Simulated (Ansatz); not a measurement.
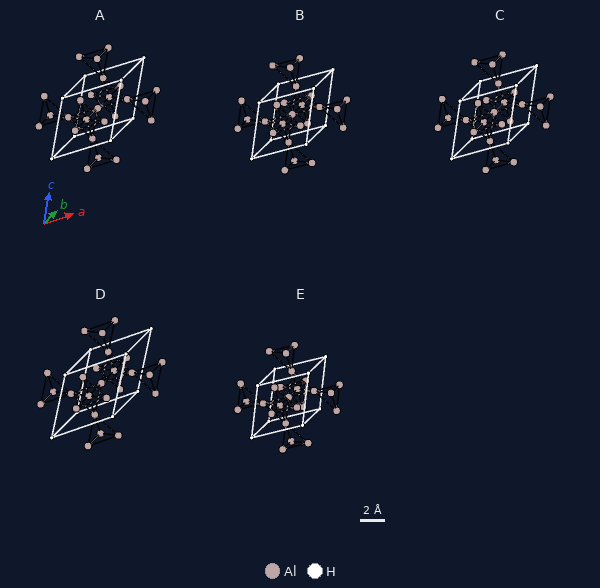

5 geometries from one relaxation of crystalline Al₄H (a generated structure, set up in R-3m) (coarse preliminary run), in shuffled order. Style: ball-and-stick. Shown: the cell of the calculation, slightly off an axis.

Computed with DFT PBE, scalar-relativistic, plane waves, PAW in Ansatz 0.2.0. Set-up: plane-wave cutoff 420 eV; k-point mesh 6 × 6 × 6; occupations gaussian; smearing width 0.1 eV; no spin polarisation; cell and atoms relaxed; force threshold 0.04 eV/Å; at most 70 steps.

Question: Order the frames from highest to lowest energy.

Answer: E, B, C, A, D. They are steps 0, 2, 3, 5, 10, at +817 meV per atom, +273 meV per atom, +150 meV per atom, +48.3 meV per atom relative to the last. The energy falls by 817 meV per atom in 8 accepted moves (10 points after the start). All forces vanish by symmetry, so only the cell relaxes. Pressure: 40.80 GPa at the start and 0.05 GPa at the end. The SCF was repeated twice at an unchanged geometry on a basis and grid sized afresh for the cell, which shifted the energy by 26.1 meV per atom at most. No atom moves by more than 0.005 Å relative to the cell. The drawn cell changes as follows: a = b = c 4.395 → 5.390 Å (+22.6 %), α 69.7° → 58.7°, β 69.7° → 58.7°, γ 69.7° → 58.7°; the volume changes by +49.0 %. Among the contacts that change: Al–Al 2.198 → 2.695 Å, Al–Al 2.512 → 2.643 Å. Bond angles that change, for instance: Al–Al–Al 110.3° → 121.3°, Al–Al–Al 69.7° → 58.7°, Al–Al–Al 124.9° → 119.4°. The space group stays R-3m (No. 166). Cost: 16 s on 1 thread of Intel(R) Xeon(R) Platinum 8559C (Emerald Rapids) (shared host), peak memory 0.5 GiB.
